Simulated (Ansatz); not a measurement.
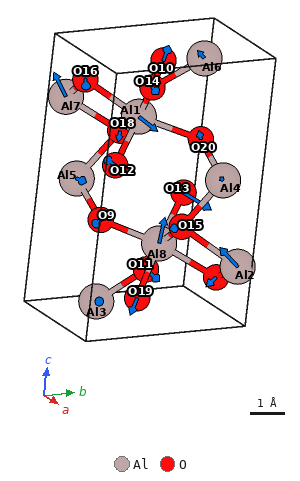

This is a relaxation of solid Al2O3 (set up in P1). The starting structure is drawn; blue arrows show the displacements, magnified 10 times.

The picture is a ball-and-stick view of the cell of the calculation, reduced to other axes, seen slightly off an axis. Lengths and directions refer to the drawn axes.

Computed with Ansatz 0.2.0, DFT PBE, scalar-relativistic, plane waves, PAW.

Input file:
```yaml
crystal:
  lattice:
    - [-4.8085976108, 0.0, 0.0]
    - [-2.4042988054, -4.1643676875, 0.0]
    - [-2.4042988054, -1.3881225625, 8.7498234898]
  atoms:
    - { symbol: Al, position: [0.4165027561, 0.4350788196, 0.7281867958] }
    - { symbol: Al, position: [0.9351404331, 0.908603552, 0.2167927496] }
    - { symbol: Al, position: [0.3274830436, 0.3341412458, 0.0273220853] }
    - { symbol: Al, position: [0.8284391046, 0.8211224722, 0.5275080554] }
    - { symbol: Al, position: [0.1745737026, 0.1856727523, 0.4728587327] }
    - { symbol: Al, position: [0.6824061264, 0.6704595233, 0.9693854163] }
    - { symbol: Al, position: [0.0818739443, 0.0651804826, 0.7706311777] }
    - { symbol: Al, position: [0.5703632996, 0.5778275121, 0.2704617908] }
    - { symbol: O, position: [0.1838650028, 0.8597821339, 0.3795223331] }
    - { symbol: O, position: [0.6736567973, 0.3687503288, 0.8730409971] }
    - { symbol: O, position: [0.6124535464, 0.9264270774, 0.1329699923] }
    - { symbol: O, position: [0.1281553478, 0.4136556874, 0.6253600025] }
    - { symbol: O, position: [0.864045474, 0.5907434795, 0.380874912] }
    - { symbol: O, position: [0.3761708572, 0.0759776159, 0.8773849267] }
    - { symbol: O, position: [0.5834018311, 0.1786820073, 0.3745898358] }
    - { symbol: O, position: [0.0759652209, 0.6882466688, 0.877491437] }
    - { symbol: O, position: [0.9422613431, 0.3131976445, 0.1280376317] }
    - { symbol: O, position: [0.4351358413, 0.8149145194, 0.6298698516] }
    - { symbol: O, position: [0.3248170074, 0.6145884342, 0.1320656693] }
    - { symbol: O, position: [0.8204448592, 0.1200933091, 0.6232767865] }
basis:
  ecutwfc: 420
  xc_grid: 2
kpoints:
  mp_grid: { grid: [3, 3, 3], shift: [0.0, 0.0, 0.0] }
hamiltonian:
  xc: pbe
scf:
  occupations: { method: gaussian, width: 0.02 }
output:
  forces: true
  stress: false
  eigenvalues: true
relax:
  adjacent_minimum: "off"
  f_tol: 0.03
  max_steps: 25
```

Run as
```bash
ansatz run input.yaml --threads 8 --pin off --max-ram 14336MiB --backend cpu --events-out ev --progress --plain --runs-dir out
```

Q: Describe the change and its energy.

A: O13 moves most: 0.11 Å along [3 2 −1]. By element the largest moves are O 0.11 Å, Al 0.09 Å. The cell stays as it was. Near-neighbour distances that change, for instance: Al8–O19 1.871 → 1.990 Å, Al4–O13 1.881 → 1.991 Å, Al8–O13 1.974 → 1.874 Å, Al5–O12 1.899 → 1.994 Å. Bond angles that change, for instance: O13–Al2–O17 155.7° → 164.1°, O9–Al8–O17 171.2° → 164.2°, O11–Al2–O19 108.1° → 101.3°. The space group (tolerance 0.01 Å) goes from P1 (No. 1) to R-3c (No. 167). Over 2 accepted moves (3 points after the start) the energy falls by 41.2 meV per atom. Largest force component: 2.3 eV/Å at the start, 0.027 eV/Å at the end. 1 step only repeated the SCF at the same geometry.
